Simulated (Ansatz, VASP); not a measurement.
# ZnO (zincite) in two plane-wave programs

One calculation is typed for both programs; each brings its own data sets and cutoff. How far apart do they land? The cell is taken from a series of runs on this material, whose earlier steps may have relaxed or scaled it; both programs get it as it stands.

Main program and level: Ansatz 0.2.0; plane waves, with VASP 6.6.1 beside it; single point at PBE.

## Step 1: The structure

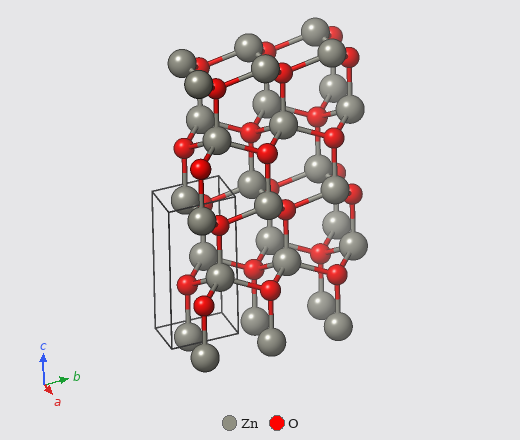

Start, viewed slightly off an axis; zinc grey, oxygen red. 2×3×2 cells are drawn. Some periodic images of atoms are drawn too.

As a file:

```
Zn O
1.0
     3.24931    0.00000    0.00000
    -1.62465    2.81398    0.00000
     0.00000    0.00000    5.20571
Zn O
2 2
Direct
  0.66667 0.33333 0.00000
  0.33333 0.66667 0.50000
  0.33333 0.66667 0.87901
  0.66667 0.33333 0.37901
```

## Step 2: VASP: single point, PBE

A single point gives forces, pressure and levels at one fixed geometry, so differences don't come from the geometry; what else differs is listed under the comparison.

Lines of VASP's logs that name or quote its potential files are left out, and so is its time.

INCAR reads:

```
SYSTEM = ZnO
PREC = Accurate
ENCUT = 670
EDIFF = 1E-06
NELM = 100
ISMEAR = 0
SIGMA = 0.01
LREAL = .FALSE.
ALGO = Normal
GGA = PE
NBANDS = 32
LORBIT = 11
LWAVE = .FALSE.
LCHARG = .FALSE.
KPAR = 2
ISIF = 2
```

POSCAR reads:

```
ZnO
1.0
    3.2493080000      0.0000000000      0.0000000000
   -1.6246540000      2.8139832727      0.0000000000
    0.0000000000      0.0000000000      5.2057090000
Zn O
2 2
Direct
    0.6666666667      0.3333333333      0.0000000000
    0.3333333333      0.6666666667      0.5000000000
    0.3333333333      0.6666666667      0.8790100000
    0.6666666667      0.3333333333      0.3790100000
```

KPOINTS reads:

```
Automatic mesh
0
Gamma
7 7 4
0 0 0
```

Potentials, in the order of the species: Zn_sv_GW and O_GW (PBE family, release 64).

Launch:

```bash
$ mpirun -np 2 vasp_std
```

Numbers of over 12 decimals in the logs are rounded to 6 here.

Output:

```text
[banner, memory and clock lines left out]
running    2 mpi-ranks, on    1 nodes
 distrk:  each k-point on    1 cores,    2 groups
 distr:  one band on    1 cores,    1 groups

 POSCAR found type information on POSCAR ZnO
 POSCAR found :  2 types and       4 ions
 LDA part: xc-table for (Slater+PW92), standard interpolation
 POSCAR, INCAR and KPOINTS ok, starting setup
 FFT: planning ... GRIDC
 FFT: planning ... GRID_SOFT
 FFT: planning ... GRID
 WAVECAR not read
 entering main loop
       N       E                     dE             d eps       ncg     rms          rms(c)
DAV:   1     0.952545053790E+03    0.95255E+03   -0.35046E+04  2440   0.105E+04
DAV:   2     0.965417230754E+02   -0.85600E+03   -0.83113E+03  2944   0.213E+03
DAV:   3    -0.160511510529E+02   -0.11259E+03   -0.11165E+03  3064   0.774E+02
DAV:   4    -0.209440713357E+02   -0.48929E+01   -0.48854E+01  2648   0.117E+02
DAV:   5    -0.211864901218E+02   -0.24242E+00   -0.24230E+00  2416   0.252E+01    0.102E+01
DAV:   6    -0.179168004485E+02    0.32697E+01   -0.99895E+00  3064   0.248E+02    0.331E+00
DAV:   7    -0.179926904660E+02   -0.75890E-01   -0.18750E+00  2696   0.624E+01    0.226E+00
DAV:   8    -0.179835585756E+02    0.91319E-02   -0.25215E-01  3040   0.970E+00    0.805E-01
DAV:   9    -0.179681431960E+02    0.15415E-01   -0.37721E-02  2832   0.753E+00    0.274E-01
DAV:  10    -0.179685573616E+02   -0.41417E-03   -0.19409E-02  2872   0.645E+00    0.209E-01
DAV:  11    -0.179682427102E+02    0.31465E-03   -0.27400E-03  3040   0.412E+00    0.202E-02
DAV:  12    -0.179682611500E+02   -0.18440E-04   -0.32665E-04  2384   0.492E-01    0.684E-03
DAV:  13    -0.179682646760E+02   -0.35260E-05   -0.11543E-05  1536   0.170E-01    0.223E-03
DAV:  14    -0.179682656431E+02   -0.96708E-06   -0.25721E-06  1328   0.700E-02
   1 F= -.17968266E+02 E0= -.17968266E+02  d E =-.242946E-39
```

OUTCAR, selected parts (step 2):

```text
ion  position               nearest neighbor table
   1  0.667  0.333  0.000-   4 1.97   3 1.98   3 1.98   3 1.98
   2  0.333  0.667  0.500-   3 1.97   4 1.98   4 1.98   4 1.98
   3  0.333  0.667  0.879-   2 1.97   1 1.98   1 1.98   1 1.98
   4  0.667  0.333  0.379-   1 1.97   2 1.98   2 1.98   2 1.98

  LATTYP: Found a hexagonal cell.
 ALAT       =     3.2493080000
 C/A-ratio  =     1.6020977390

 Subroutine GETGRP returns: Found 12 space group operations
 (whereof  6 operations were pure point group operations)

The static configuration has the point symmetry C_3v.
 The point group associated with its full space group is C_6v.

 Found     24 irreducible k-points:

   k-points           NKPTS =     24   k-points in BZ     NKDIM =     24   number of bands    NBANDS=     32

   dimension x,y,z NGX =    28 NGY =   28 NGZ =   48
   dimension x,y,z NGXF=    56 NGYF=   56 NGZF=   96

   ENCUT  =  670.0 eV  49.24 Ry    7.02 a.u.   6.86  6.86 10.99*2*pi/ulx,y,z

   NELECT =      52.0000    total number of electrons

 k-points in reciprocal lattice and weights: Automatic mesh
   0.00000000  0.00000000  0.00000000       0.005
   0.14285714  0.00000000  0.00000000       0.031
   0.28571429  0.00000000  0.00000000       0.031
   0.42857143 -0.00000000  0.00000000       0.031
   0.14285714  0.14285714  0.00000000       0.031
   0.28571429  0.14285714  0.00000000       0.061
   0.42857143  0.14285714  0.00000000       0.031
   0.28571429  0.28571429  0.00000000       0.031
   0.00000000  0.00000000  0.25000000       0.010
[...]
0.42857143  0.14285714  0.50000000       0.031
   0.28571429  0.28571429  0.50000000       0.031

 average (electrostatic) potential at core
       1 -77.9263       2 -77.9263       3 -71.3300       4 -71.3300

 E-fermi :   3.1002

 k-point     1 :       0.0000    0.0000    0.0000
  band No.  band energies     occupation
    ...
     22       2.2012      2.00000
     23       2.2012      2.00000
     24       2.9387      2.00000
     25       3.0100      2.00000
     26       3.0100      2.00000
     27       3.8206      0.00000
     28       8.2454      0.00000
     29      11.2845      0.00000
     30      15.8905      0.00000
     31      15.8906      0.00000
    ...

 k-point     2 :       0.1429    0.0000    0.0000
  band No.  band energies     occupation
    ...
     22       1.5055      2.00000
     23       1.9384      2.00000
     24       2.0775      2.00000
     25       2.8009      2.00000
     26       2.8694      2.00000
     27       5.0247      0.00000
     28       9.0253      0.00000
     29      11.2709      0.00000
     30      14.2043      0.00000
     31      15.8911      0.00000
    ...

 k-point     3 :       0.2857    0.0000    0.0000
  band No.  band energies     occupation
    ...
     22       0.2005      2.00000
     23       1.0545      2.00000
     24       1.3415      2.00000
     25       2.3837      2.00000
     26       2.5296      2.00000
     27       6.7199      0.00000
     28      10.3305      0.00000
     29      11.1450      0.00000
     30      12.2359      0.00000
     31      14.3673      0.00000
    ...

  Total        1.0745415      1.0745415      1.5787129      0.0000000     -0.0000000      0.0000000
  in kB       36.1694158     36.1694158     53.1399886      0.0000000     -0.0000000      0.0000000
  external PRESSURE =      41.8262734 kB  Pullay stress =       0.0000000 kB

  energy-cutoff  :      670.00
  volume of cell :       47.60
      direct lattice vectors                 reciprocal lattice vectors
     3.249308000  0.000000000  0.000000000     0.307757836  0.177684070  0.000000000
    -1.624654000  2.813983273  0.000000000     0.000000000  0.355368139  0.000000000
     0.000000000  0.000000000  5.205709000     0.000000000  0.000000000  0.192096792

 POSITION                                       TOTAL-FORCE (eV/Angst)
 -----------------------------------------------------------------------------------
      1.62465      0.93799      0.00000         0.000000      0.000000     -0.072169
     -0.00000      1.87599      2.60285         0.000000     -0.000000     -0.072169
     -0.00000      1.87599      4.57587         0.000000     -0.000000      0.072169
      1.62465      0.93799      1.97302        -0.000000      0.000000      0.072169
 -----------------------------------------------------------------------------------
    total drift:                               -0.000000     -0.000000      0.000811

  FREE ENERGIE OF THE ION-ELECTRON SYSTEM (eV)
  ---------------------------------------------------
  free  energy   TOTEN  =       -17.9682656431 eV

  energy  without entropy=      -17.9682656431  energy(sigma->0) =      -17.96826564

 total charge
# of ion       s       p       d       f       tot
--------------------------------------------------
    1        2.241   6.195   9.513   0.007  17.955
    2        2.241   6.195   9.513   0.007  17.955
    3        1.522   3.415   0.000   0.000   4.937
    4        1.522   3.415   0.000   0.000   4.937
--------------------------------------------------
tot          7.525  19.219  19.025   0.015  45.784

[... 3 further parts left out ...]
```

The run ends at a pressure of 4.18 GPa, with forces up to 0.072 eV/Å.

## Step 3: Ansatz: single point, PBE

Ansatz runs on its default PAW (the set named soft_2) files.

The same cell, functional, mesh and smearing now go to Ansatz, which takes its cutoff from its data sets.

input.yaml reads:

```yaml
crystal:
  lattice:
    - [3.249308, 0.0, 0.0]
    - [-1.624654, 2.8139832727, 0.0]
    - [0.0, 0.0, 5.205709]
  atoms:
    - { symbol: Zn, position: [0.6666666667, 0.3333333333, 0.0] }
    - { symbol: Zn, position: [0.3333333333, 0.6666666667, 0.5] }
    - { symbol: O, position: [0.3333333333, 0.6666666667, 0.87901] }
    - { symbol: O, position: [0.6666666667, 0.3333333333, 0.37901] }
hamiltonian:
  xc: pbe
  pseudopotentials: { kind: paw }
kpoints:
  mp_grid: { grid: [7, 7, 4] }
scf:
  occupations: { method: gaussian, width: 0.01 }
  n_extra_bands: 5
output:
  forces: true
  stress: true
  eigenvalues: true
```

Launch:

```bash
$ ansatz run input.yaml --threads 2 --pin off --max-ram 4608MiB --backend cpu --events-out ev --progress --plain --runs-dir out
```

Output:

```text
scf.n_extra_bands = 5 over 18 filled bands (N_el = 36.0): the run solves 23 bands
Engine: ansatz 0.2.0, aarch64-unknown-linux-gnu
Pseudopotentials: kind: paw
Pseudopotential: Zn, paw, valence charge 12, recommended cutoff 420 eV (normal), Zn.paw.azcp
Pseudopotential: O, paw, valence charge 6, recommended cutoff 420 eV (normal), O.paw.azcp
Functional definition: PBE
  parameter kappa = 0.804
  parameter beta = 0.066725
  exchange = pbe_x(kappa = kappa, mu = beta*pi^2/3)
  correlation = pbe_c(beta = beta)
Crystal: 4 atoms, lattice volume = 47.598 Å³
Basis set: ecut = 420 eV, 941 PW (Γ), exchange–correlation on 48×48×72 points (8 copies of the dense FFT grid, shifted against one another)
Bands: 23, of which v1, the nominal top of the filled ones, is band 18 counted from 1 (17 counted from 0)
Symmetry: 12 space group operations
Space group: P63mc (ITA 186), of the structure as read, at distance tolerance 3.6e-5 Å
k-points: 24 of 196 (time reversal used)
Non-local potential: Zn, projectors of the file, l = 0: 2, l = 1: 2, l = 2: 3, l = 3: 1
Non-local potential: O, projectors of the file, l = 0: 2, l = 1: 2, l = 2: 1
PAW form: soft (Blöchl's): semilocal exchange-correlation on the pseudo side does not see the compensation charge
PAW one-centre angular grid: Zn, 590 points (default); XC on 64 Gauss nodes
PAW one-centre angular grid: O, 110 points (default); XC on 64 Gauss nodes
Initial density: superposition of atomic densities (neutral atoms: chi_scale 0, normalization atom), corrected by the library's trained network
Initial wavefunctions: pseudopotential atomic-orbital guess
Functional: x = pbe(κ = 0.804, μ = 0.219515), c = pbe(β = 0.066725)
SCF iter   1: F=—  HF=-7773.664088 eV  |F-HF|=—  |Δ(HF+E_count)|=         —  Δρ=6.81e-4  dr2=6.96e-5  ethr=1.77e-3  ⟨swp⟩=6.0  Hψ=2507  notcnv=0
preconditioner: auto → Resta (q_TF=auto, 2.604 Å⁻¹)  ε∞=6.8  [insulator: Δε(μ)=0.806 eV  Ē_g=13.444 eV  σ=0.010 eV  W_gap=1.00  n_scr=22 (ndim 8)  ℏωp=32.3 eV  f_vac=0.035  D(μ)=0.00/eV (n_scr^D=0)  ε∞_Penn≈6.8]
SCF iter   2: F=—  HF=-7773.665438 eV  |F-HF|=—  |Δ(HF+E_count)|=   1.35e-3  Δρ=4.19e-4  dr2=2.89e-5  ethr=1.93e-7  ⟨swp⟩=3.0  Hψ=1515  notcnv=0  defer=24
SCF iter   3: F=—  HF=-7773.665509 eV  |F-HF|=—  |Δ(HF+E_count)|=   7.07e-5  Δρ=2.47e-4  dr2=1.27e-5  ethr=8.02e-8  ⟨swp⟩=2.0  Hψ=910  notcnv=0  defer=24
SCF iter   4: F=—  HF=-7773.665557 eV  |F-HF|=—  |Δ(HF+E_count)|=   4.86e-5  Δρ=9.53e-5  dr2=2.90e-6  ethr=3.52e-8  ⟨swp⟩=2.0  Hψ=992  notcnv=0  defer=24
SCF iter   5: F=—  HF=-7773.665559 eV  |F-HF|=—  |Δ(HF+E_count)|=   2.06e-6  Δρ=2.50e-5  dr2=2.23e-7  ethr=8.06e-9  ⟨swp⟩=2.0  Hψ=905  notcnv=0  defer=24
SCF iter   6: F=-7773.665559 eV  HF=-7773.665559 eV  |F-HF|=7.35e-8  |Δ(HF+E_count)|=   1.32e-7  Δρ=1.23e-5  dr2=5.43e-8  ethr=2.78e-10  ⟨swp⟩=6.8  Hψ=2529  notcnv=0
SCF 1 converged in 6 iterations: F = -7773.665559 eV  dr2 = 5.43e-8
  greatest PAW one-centre occupation: 0.987 electrons in one spin orbital (limit 2), on the Zn atom at site 1 (counted from 0), in its partial waves of l = 2
SCF converged after 6 iterations
Free energy (F): -7773.665559 eV
Harris-Foulkes:  -7773.665559 eV  (|F-HF|=7.35e-8)
Internal energy: -7773.665559 eV  (E = F + TS)
E sigma→0 (E₀):  -7773.665559 eV
Fermi energy:    7.624687 eV
--- Per-component energies (eV) ---
  E_band       = 65.640652
  E_kinetic    = 611.978678
  E_local      = -4003.489056  (includes V_loc(G=0)·N_el)
  E_nonlocal   = 1335.443153
  E_hartree    = 1645.585605
  E_xc         = -420.046028
  E_vxc        = -289.983385  (∫ρ·V_xc dr)
  E_paw        = -3980.547411  (= ΣΔE_a)
  E_vpaw       = -879.482518  (= ΣTr[D̂ρ^β])
  E_aug_tail   = 0.004244  (compensation charges beyond the density's cutoff)
  E_ewald      = -2962.594745
  E_smearing   = -0.000000  (= −TS)
  E_closure    = 0.000000  (closes the sum)
  Σ components = -7773.665559   (vs F -7773.665559, Δ=0.00e0)
--- Forces (eV/Å), atoms counted from 1 ---
  atom   1  Zn     0.00000000     0.00000000    -0.06996658
  atom   2  Zn     0.00000000    -0.00000000    -0.06996658
  atom   3  O     -0.00000000     0.00000000     0.06994724
  atom   4  O      0.00000000    -0.00000000     0.06994724
  max |Σ_I F_I| component: 3.87e-5 eV/Å
--- Stress (GPa, compression-positive) ---
        4.344686       0.000000      -0.000000
        0.000000       4.344686       0.000000
       -0.000000       0.000000       6.033853
  P = ⅓ Tr σ = 4.9077 GPa (49.077 kbar)
--- Band table (eV; the first three rows and the last of 24) ---
  k-point 0: bands = [... 14 lower, 6.4123, 7.1501, 7.2226, 7.2226, 8.0267, 12.4531, 15.4883, 20.0996, ... 1 higher]
  k-point 1: bands = [... 14 lower, 6.5333, 6.5333, 7.1062, 7.1062, 9.1633, 11.9447, 15.9571, 19.6000, ... 1 higher]
  k-point 2: bands = [... 14 lower, 6.8222, 6.8222, 6.8222, 6.8222, 10.6939, 10.6939, 17.3552, 17.3552, ... 1 higher]
  k-point 23: bands = [... 14 lower, 4.7299, 4.7299, 5.9860, 5.9860, 14.3474, 14.3474, 15.8402, 15.8402, ... 1 higher]
```

The run ends at a pressure of 4.91 GPa, with forces up to 0.070 eV/Å.

## Step 4: Comparison

Known differences besides the PAW data sets themselves: the data sets hold 36 valence electrons in Ansatz (default PAW (the set named soft_2) files) and 52 in VASP; the cutoff is 420 eV in Ansatz and 670 eV in VASP; VASP leaves aspherical gradient terms in its spheres out (LASPH is not set), Ansatz keeps them. Total energies have different zeros and are not compared.

The two programs side by side:

| quantity | Ansatz | VASP | difference |
| --- | --- | --- | --- |
| pressure (GPa) | 4.91 | 4.18 | +0.73 |
| gap on the k mesh (eV) | 0.804 | 0.811 | -0.006 |

Forces (eV/Å; atoms numbered as in POSCAR):

| atom | Ansatz x, y, z | VASP x, y, z |
| --- | --- | --- |
| Zn1 | 0.000, 0.000, -0.070 | 0.000, 0.000, -0.072 |
| Zn2 | 0.000, 0.000, -0.070 | 0.000, 0.000, -0.072 |
| O3 | 0.000, 0.000, 0.070 | 0.000, 0.000, 0.072 |
| O4 | 0.000, 0.000, 0.070 | 0.000, 0.000, 0.072 |

The forces differ by 1.3 meV/Å r.m.s., which is 3.1 % of the r.m.s. force of 0.04 eV/Å (both taken over all components). Ansatz's pressure holds a Pulay correction of 0.73 GPa; VASP's holds none.

## Step 5: Further runs

How far does this hang on the set-up? Further runs change one program's set-up at a time, as the table lists.

| run | r.m.s. force difference (meV/Å) |
| --- | --- |
| as above | 1.3 |
| VASP with the data sets Zn and O_h and a cutoff of 1230 eV | 2.7 |

## Step 6: What came out

- r.m.s. force difference (single point, PBE): 1.3 meV/Å
- difference in pressure (single point, PBE): 0.73 GPa

**Reading.** The difference in pressure is 0.73 GPa (single point, PBE), within the 1 GPa picked in this series as the mark of a large difference. For single point, PBE: no further run halves the r.m.s. force difference (one raises it to 2.7 meV/Å). Differences of this kind measure data sets and numerical settings, not the functional's error against experiment.

[Lines on the potential files, build, host, timing and source positions are cut from VASP's logs without a mark.]

[Logs are printed without paths, hosts, clocks, repeated set-up lines and the standing remarks that a program may print on its own settings, such as how far it seeks lower states.]

[Hosts, paths, dates, database ids (printed as entryN), source tags and the programs' standing remarks are cut or masked in the printed files.]
